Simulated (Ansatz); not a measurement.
Geometry relaxation, with input and output: ZnO (part 3 of 3)

The same run, continued: ZnO (P1, 36 atoms in the cell); DFT PBE, scalar-relativistic, plane waves, PAW, no spin polarisation (Ansatz 0.2.0); cutoff 420 eV, 2×2×2 k-mesh, Gaussian smearing of 0.02 eV. The structure derives from a Materials Project entry. It belongs to a series of runs on one base structure; here: the perfect supercell shaken and relaxed.

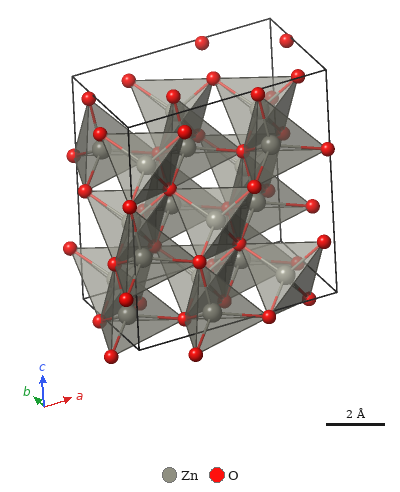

**Figure 1.** The geometry at step 3 of the log (polyhedral view of the cell of the calculation, seen slightly off an axis; polyhedra are completed across the faces of the cell).

**Output, continued**
```
--- Relaxed structure (4 steps of the walk, 4 accepted, 0 SCFs on fresh bases) ---
  F+E_penalty+E_count = -69963.25271076 eV   max|allowed force component| = 2.533e-2 eV/Å
  atoms:
    - { symbol: Zn, position: [0.38877723539342934, 0.05649864585427182, 0.05446861113011971] }
    - { symbol: Zn, position: [0.05577543536073104, 0.38995674022240007, 0.054353125599922864] }
    - { symbol: Zn, position: [0.3890410197519667, 0.7231638977843169, 0.3876946724923249] }
    - { symbol: Zn, position: [0.3890358078810117, 0.3900091655205097, 0.7208656747537384] }
    - { symbol: Zn, position: [0.055385686033644715, 0.05664122944639996, 0.3878304059728648] }
    - { symbol: Zn, position: [0.7224314734862173, 0.7232569553443556, 0.054419821364436516] }
    - { symbol: Zn, position: [0.7222638898706949, 0.38980686741808057, 0.38752234159469023] }
    - { symbol: Zn, position: [0.05579730693117313, 0.7234938483248978, 0.7210927667242336] }
    - { symbol: Zn, position: [0.722166071183675, 0.05663744257607023, 0.7209899823879862] }
    - { symbol: Zn, position: [0.44460906733154304, 0.44515651904712283, 0.11001453701906211] }
    - { symbol: Zn, position: [0.11130069184759073, 0.7786610618249707, 0.11004309918622274] }
    - { symbol: Zn, position: [0.4444257576929113, 0.11184154972841992, 0.44337042169131935] }
    - { symbol: Zn, position: [0.4449176789418958, 0.7783482475687602, 0.7770237057079856] }
    - { symbol: Zn, position: [0.11110601306017859, 0.4455103345982591, 0.4433379744122975] }
    - { symbol: Zn, position: [0.7778913594273654, 0.11202025525828721, 0.10974966007523457] }
    - { symbol: Zn, position: [0.7778422010786505, 0.7787552812227446, 0.4432621182676012] }
    - { symbol: Zn, position: [0.11135891572379228, 0.11219482281587326, 0.7766119605963393] }
    - { symbol: Zn, position: [0.7780895716397108, 0.44543512571977384, 0.7765453038708512] }
    - { symbol: O, position: [0.26262297851107125, 0.9300454487809003, 0.9279402457788697] }
    - { symbol: O, position: [0.9293817350495771, 0.26356061084958327, 0.9280420556387106] }
    - { symbol: O, position: [0.262692825218621, 0.5966317956701369, 0.26127254343299366] }
    - { symbol: O, position: [0.2626959527005741, 0.26358810469656524, 0.594548603365032] }
    - { symbol: O, position: [0.9292758591070288, 0.9301323217229888, 0.2612346041460567] }
    - { symbol: O, position: [0.5960076562302583, 0.5967150616620045, 0.9280565773276239] }
    - { symbol: O, position: [0.5959672371426115, 0.2632639387557698, 0.26135065441474015] }
    - { symbol: O, position: [0.9293721343876788, 0.597032263111308, 0.5947147103073147] }
    - { symbol: O, position: [0.595869244100963, 0.9301149332644167, 0.5947244900183795] }
    - { symbol: O, position: [0.318229277413896, 0.3190326017286626, 0.9833912268393556] }
    - { symbol: O, position: [0.984815468212093, 0.6524019915862063, 0.9835279315109327] }
    - { symbol: O, position: [0.3179058586166106, 0.9856738910061114, 0.3169214162032814] }
    - { symbol: O, position: [0.3182043088220027, 0.652525880718844, 0.6501223177083569] }
    - { symbol: O, position: [0.9847920598759896, 0.3191755784913617, 0.3168090601322859] }
    - { symbol: O, position: [0.6512807351962585, 0.9857057505469644, 0.9834878553345898] }
    - { symbol: O, position: [0.6515287983257981, 0.6523867513192189, 0.3167928555626658] }
    - { symbol: O, position: [0.9847286879979871, 0.9859981250385677, 0.6503539651493877] }
    - { symbol: O, position: [0.6515932409547988, 0.3192245648748756, 0.650137293382191] }
```

**Trajectory as extended XYZ (Å, eV, eV/Å), 4 frames, from step=1 to step=4**
```
36
Lattice="-0.0000 -5.6801 -5.2932 -4.9191 2.8400 -5.2932 4.9191 2.8400 -5.2932" Properties=species:S:1:pos:R:3:forces:R:3 step=1 energy=-69962.29976
Zn   -0.0281   -1.8545   -2.6728    0.7955   0.3299   0.5170
Zn   -1.6677    0.9102   -2.6190    0.0002  -0.0132  -0.0720
Zn   -1.6285    0.8912   -7.9634   -0.5909   0.6438   0.4931
Zn    1.6162    0.9267   -7.9764   -0.3762   0.3046   0.6032
Zn    1.6509    1.0406   -2.6794   -0.3439  -0.5574   0.1255
Zn   -3.2951   -1.9384   -7.9384    0.1506   0.7527  -0.3436
Zn    0.0040   -1.8914   -7.8694   -0.3007  -0.1253  -1.1236
Zn   -0.0259    3.8765   -7.9807   -0.1675  -1.2873   0.4177
Zn    3.2644   -1.9004   -7.9483    0.1747   0.2395   0.0830
Zn   -1.6117   -0.9725   -5.2939   -0.0864   0.3534  -0.0406
Zn   -3.2288    1.8982   -5.2577   -0.6119  -0.2621  -0.4122
Zn    1.6116   -0.9686   -5.3039    0.4027  -0.0469   0.4495
Zn    0.1204    1.8207  -10.5913   -2.0582   1.5266   0.8057
Zn   -0.0283    1.9014   -5.2574    0.0631  -0.5616  -0.2471
Zn   -0.0314   -3.8655   -5.2599    0.4523   0.5821   0.0363
Zn   -1.6989   -0.9421  -10.6380    0.5979   0.2652   0.4090
Zn    3.2495    1.9222   -5.3614    0.0948  -1.0643   0.0180
Zn    1.6044   -0.9390  -10.6345   -0.0919  -0.0504   0.4175
O     0.0054    3.7971  -11.2318    0.0368   0.0369   0.1307
O     3.2847   -1.9001  -11.1780   -0.5926   0.3920  -0.4975
O    -1.6669    0.9419   -5.8754    0.2870  -0.3662  -0.3729
O     1.5911    0.8877   -5.8759    0.1976   0.6979  -0.6372
O    -3.2881   -1.9086  -11.1909   -0.1810   0.2182  -0.4227
O     1.6007    1.0157  -11.2472    1.7952  -1.4810  -0.4289
O    -0.0121   -1.9073   -5.9781   -0.0281  -0.4232   1.0429
O     0.0004   -1.9687  -11.2044   -0.1335   1.0749  -0.4605
O    -1.5964    0.9994  -11.2246   -0.2862  -0.6166  -0.2332
O     3.2564    1.8677   -8.5809   -0.2729   0.2477  -0.0632
O     1.6036   -0.9652  -13.8436    0.5010   0.1913   0.0543
O    -3.2259    1.9829   -8.5674   -0.5402  -0.5338  -0.0421
O    -0.0803    1.8606   -8.5605    1.0504   0.6179  -0.1961
O    -0.0916   -3.8168   -8.5845    0.5024   0.3672   0.5486
O     0.0006    1.9824  -13.8660   -0.0120  -0.9603  -0.0743
O    -1.6305   -0.9173   -8.5806   -0.2957  -0.9772  -0.2244
O    -1.6224   -0.9695  -13.9432   -0.3579   0.8291   0.3245
O     1.6108   -0.9402   -8.5518    0.2258  -0.3442  -0.5837
36
Lattice="-0.0000 -5.6801 -5.2932 -4.9191 2.8400 -5.2932 4.9191 2.8400 -5.2932" Properties=species:S:1:pos:R:3:forces:R:3 step=2 energy=-69962.86819
Zn   -0.0276   -1.8857   -2.6444    0.4619   0.2395   0.2464
Zn   -1.6488    0.9269   -2.6422   -0.0947  -0.0149   0.0107
Zn   -1.6286    0.9117   -7.9718   -0.3904   0.4180   0.4033
Zn    1.6183    0.9321   -7.9635   -0.1928   0.2187   0.3978
Zn    1.6408    0.9851   -2.6814   -0.2083  -0.2256   0.1826
Zn   -3.2870   -1.9248   -7.9352    0.0611   0.4539  -0.1946
Zn    0.0010   -1.8850   -7.8810   -0.1839  -0.1402  -0.7309
Zn   -0.0254    3.8502   -7.9855   -0.0509  -0.8252   0.3168
Zn    3.2616   -1.8844   -7.9347    0.1352   0.0780  -0.0008
Zn   -1.6135   -0.9581   -5.2896   -0.1190   0.1513  -0.0100
Zn   -3.2429    1.8921   -5.2883   -0.4349  -0.1037  -0.1375
Zn    1.6226   -0.9466   -5.2945    0.2072  -0.1287   0.2481
Zn    0.0804    1.8384  -10.5946   -1.2403   0.9532   0.4500
Zn   -0.0227    1.9136   -5.2794    0.0192  -0.3592  -0.1245
Zn   -0.0277   -3.8520   -5.2710    0.2826   0.4617  -0.0210
Zn   -1.6900   -0.9456  -10.6112    0.4339   0.1402   0.2251
Zn    3.2544    1.9106   -5.3326    0.0530  -0.5642   0.0695
Zn    1.6048   -0.9518  -10.6183    0.0162   0.0353   0.2679
O    -0.0061    3.7969  -11.2156    0.0612  -0.0736   0.0612
O     3.2757   -1.8997  -11.2002   -0.3633   0.2259  -0.3261
O    -1.6589    0.9419   -5.8996    0.2299  -0.2105  -0.2941
O     1.6041    0.9173   -5.8963    0.1174   0.3820  -0.4129
O    -3.2869   -1.8986  -11.2052   -0.1480   0.0393  -0.3283
O     1.6088    0.9875  -11.2307    1.1219  -0.8842  -0.2438
O    -0.0061   -1.9018   -5.9588   -0.0068  -0.3012   0.6822
O    -0.0054   -1.9328  -11.2234   -0.1711   0.6215  -0.2756
O    -1.6204    0.9701  -11.2226   -0.1471  -0.2491  -0.0740
O     3.2620    1.8729   -8.5726   -0.1385   0.1633  -0.0701
O     1.6112   -0.9556  -13.8567    0.3673   0.0893  -0.0300
O    -3.2649    1.9315   -8.5663   -0.2540  -0.2854  -0.0389
O    -0.0480    1.8731   -8.5688    0.5711   0.4271  -0.1196
O    -0.0560   -3.7999   -8.5869    0.3177   0.2493   0.3164
O     0.0009    1.9445  -13.8720   -0.0445  -0.6018   0.0405
O    -1.6396   -0.9264   -8.5711   -0.1493  -0.6457  -0.1867
O    -1.6406   -0.9500  -13.9008   -0.2398   0.4756   0.0740
O     1.6167   -0.9405   -8.5639    0.1208  -0.2099  -0.3731
36
Lattice="-0.0000 -5.6801 -5.2932 -4.9191 2.8400 -5.2932 4.9191 2.8400 -5.2932" Properties=species:S:1:pos:R:3:forces:R:3 step=3 energy=-69963.25271
Zn   -0.0100   -1.8931   -2.6452   -0.0030  -0.0023   0.0030
Zn   -1.6509    0.9450   -2.6470    0.0007   0.0002   0.0039
Zn   -1.6502    0.9451   -7.9392   -0.0027   0.0020   0.0069
Zn    1.6275    0.9452   -7.9393    0.0021  -0.0008   0.0001
Zn    1.6291    0.9477   -2.6458   -0.0023  -0.0038   0.0040
Zn   -3.2901   -1.8948   -7.9403   -0.0030   0.0008   0.0090
Zn   -0.0112   -1.8949   -7.9376    0.0021   0.0020  -0.0030
Zn   -0.0118    3.7857   -7.9418   -0.0002   0.0006   0.0071
Zn    3.2680   -1.8935   -7.9387   -0.0008   0.0012  -0.0004
Zn   -1.6486   -0.9487   -5.2920   -0.0050  -0.0008   0.0027
Zn   -3.2890    1.8918   -5.2932   -0.0045  -0.0005   0.0048
Zn    1.6308   -0.9475   -5.2913   -0.0069  -0.0009   0.0015
Zn   -0.0065    1.8901  -10.5879   -0.0257   0.0133   0.0156
Zn   -0.0107    1.8933   -5.2929   -0.0006  -0.0027   0.0032
Zn   -0.0112   -3.7886   -5.2914    0.0001   0.0002   0.0014
Zn   -1.6503   -0.9476  -10.5856   -0.0003  -0.0002   0.0004
Zn    3.2683    1.8917   -5.2941    0.0009   0.0000   0.0016
Zn    1.6288   -0.9491  -10.5867   -0.0004   0.0019   0.0026
O    -0.0104    3.7850  -11.2248    0.0016   0.0006  -0.0055
O     3.2686   -1.8948  -11.2267    0.0018   0.0000   0.0010
O    -1.6497    0.9444   -5.9315   -0.0014   0.0028  -0.0110
O     1.6280    0.9450   -5.9328    0.0041   0.0030  -0.0021
O    -3.2904   -1.8948  -11.2249    0.0028   0.0043  -0.0067
O     1.6299    0.9450  -11.2257    0.0166  -0.0088  -0.0120
O    -0.0094   -1.8952   -5.9314    0.0022   0.0011  -0.0018
O    -0.0114   -1.8943  -11.2275   -0.0001   0.0005  -0.0027
O    -1.6498    0.9460  -11.2253    0.0034  -0.0042  -0.0035
O     3.2680    1.8914   -8.5784    0.0013   0.0010  -0.0014
O     1.6288   -0.9477  -13.8721   -0.0020  -0.0023  -0.0065
O    -3.2896    1.8937   -8.5776    0.0005  -0.0024  -0.0032
O    -0.0118    1.8921   -8.5795    0.0064  -0.0003  -0.0072
O    -0.0116   -3.7875   -8.5791    0.0047  -0.0007  -0.0021
O    -0.0109    1.8933  -13.8706    0.0004  -0.0035  -0.0067
O    -1.6508   -0.9482   -8.5787    0.0044   0.0028  -0.0023
O    -1.6511   -0.9460  -13.8738    0.0010  -0.0037   0.0061
O     1.6278   -0.9481   -8.5800    0.0016  -0.0003   0.0035
36
Lattice="-0.0000 -5.6801 -5.2932 -4.9191 2.8400 -5.2932 4.9191 2.8400 -5.2932" Properties=species:S:1:pos:R:3:forces:R:3 step=4 energy=-69963.25271
Zn   -0.0100   -1.8931   -2.6452   -0.0031  -0.0023   0.0030
Zn   -1.6509    0.9450   -2.6470    0.0007   0.0001   0.0040
Zn   -1.6502    0.9451   -7.9392   -0.0026   0.0018   0.0067
Zn    1.6275    0.9452   -7.9393    0.0021  -0.0009   0.0000
Zn    1.6291    0.9477   -2.6458   -0.0024  -0.0037   0.0039
Zn   -3.2901   -1.8948   -7.9403   -0.0030   0.0007   0.0090
Zn   -0.0112   -1.8949   -7.9376    0.0022   0.0021  -0.0027
Zn   -0.0118    3.7857   -7.9418   -0.0002   0.0009   0.0069
Zn    3.2680   -1.8935   -7.9387   -0.0008   0.0013  -0.0004
Zn   -1.6486   -0.9487   -5.2920   -0.0049  -0.0008   0.0027
Zn   -3.2890    1.8918   -5.2932   -0.0043  -0.0006   0.0048
Zn    1.6308   -0.9475   -5.2913   -0.0069  -0.0009   0.0015
Zn   -0.0065    1.8901  -10.5879   -0.0253   0.0131   0.0155
Zn   -0.0107    1.8933   -5.2929   -0.0007  -0.0027   0.0033
Zn   -0.0112   -3.7886   -5.2914    0.0001   0.0000   0.0015
Zn   -1.6503   -0.9476  -10.5856   -0.0005  -0.0001   0.0003
Zn    3.2683    1.8917   -5.2941    0.0009   0.0001   0.0014
Zn    1.6288   -0.9491  -10.5867   -0.0005   0.0019   0.0024
O    -0.0104    3.7850  -11.2248    0.0016   0.0005  -0.0055
O     3.2686   -1.8948  -11.2267    0.0018  -0.0001   0.0011
O    -1.6497    0.9444   -5.9315   -0.0013   0.0029  -0.0111
O     1.6280    0.9450   -5.9328    0.0040   0.0029  -0.0020
O    -3.2904   -1.8948  -11.2249    0.0028   0.0043  -0.0067
O     1.6299    0.9450  -11.2257    0.0165  -0.0087  -0.0120
O    -0.0094   -1.8952   -5.9314    0.0024   0.0011  -0.0019
O    -0.0114   -1.8943  -11.2275   -0.0001   0.0004  -0.0026
O    -1.6498    0.9460  -11.2253    0.0034  -0.0041  -0.0034
O     3.2680    1.8914   -8.5784    0.0013   0.0009  -0.0014
O     1.6288   -0.9477  -13.8721   -0.0020  -0.0023  -0.0066
O    -3.2896    1.8937   -8.5776    0.0005  -0.0024  -0.0032
O    -0.0118    1.8921   -8.5795    0.0063  -0.0004  -0.0072
O    -0.0116   -3.7875   -8.5791    0.0047  -0.0007  -0.0022
O    -0.0109    1.8933  -13.8706    0.0004  -0.0033  -0.0067
O    -1.6508   -0.9482   -8.5787    0.0044   0.0029  -0.0024
O    -1.6511   -0.9460  -13.8738    0.0010  -0.0038   0.0062
O     1.6278   -0.9481   -8.5800    0.0016  -0.0002   0.0036
```

**Summary**

```tsv
quantity	value
outcome	converged
space group (tolerance 0.01 Å)	P1 (1) → P6₃mc (186)
electrons treated	324
free energy	−69963.2527 eV
Fermi energy	7.593 eV
gap on the k-point mesh	1.98 eV
final volume	443.69 Å³
largest force (length of the vector) at the end	0.032 eV/Å
final cell	a = 7.764 Å, b = 7.764 Å, c = 7.764 Å, α = 78.63°, β = 78.63°, γ = 78.63°
wall time	49 s (CPU time 6.1 min)
peak memory	1.9 GiB
```
